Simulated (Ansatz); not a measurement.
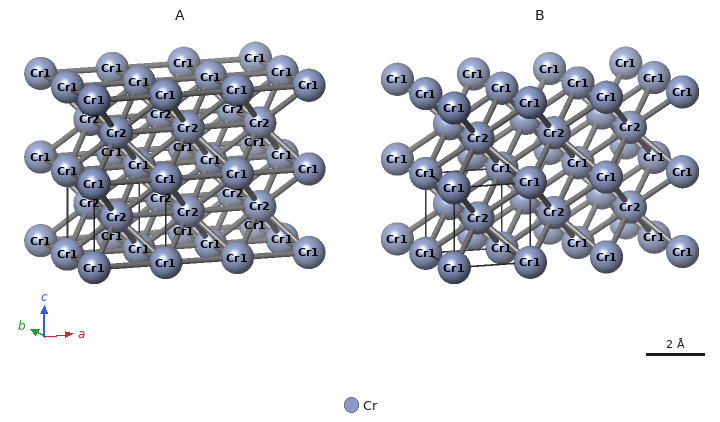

Two geometries of solid Cr (set up in Im-3m): one is the relaxed structure, the other was perturbed away from it. A ball-and-stick model of the cell of the calculation, repeated 3 × 2 × 2 with one cell outlined, seen slightly off an axis.

Computed with DFT PBE, scalar-relativistic, plane waves, PAW (Ansatz). Set-up: plane-wave cutoff 420 eV; k-point mesh 18 × 18 × 18; occupations gaussian; smearing width 0.1 eV; no spin polarisation.

### Which one is perturbed?

Structure A is the perturbed one. Biaxial strain in the a–b plane, −6.0 %, is applied. The c axis and the atoms are relaxed. Energy change: +160 meV per atom. The pressure goes from 0.1 to 25.7 GPa. The principal stresses (compression positive) are 0.0 GPa along c and 38.5 GPa across it. The volume changes by −7.4 %, with a = b 2.848 → 2.677 Å (−6.0 %), c 2.848 → 2.983 Å (+4.8 %). No atom moves by more than 0.005 Å relative to the cell. Some distances before and after: Cr–Cr 2.848 → 2.677 Å, Cr–Cr 2.466 → 2.410 Å. The space group (tolerance 0.01 Å) goes from Im-3m (No. 229) to I4/mmm (No. 139).

Limits of the set-up: an element that often carries a moment was run without spin polarisation.
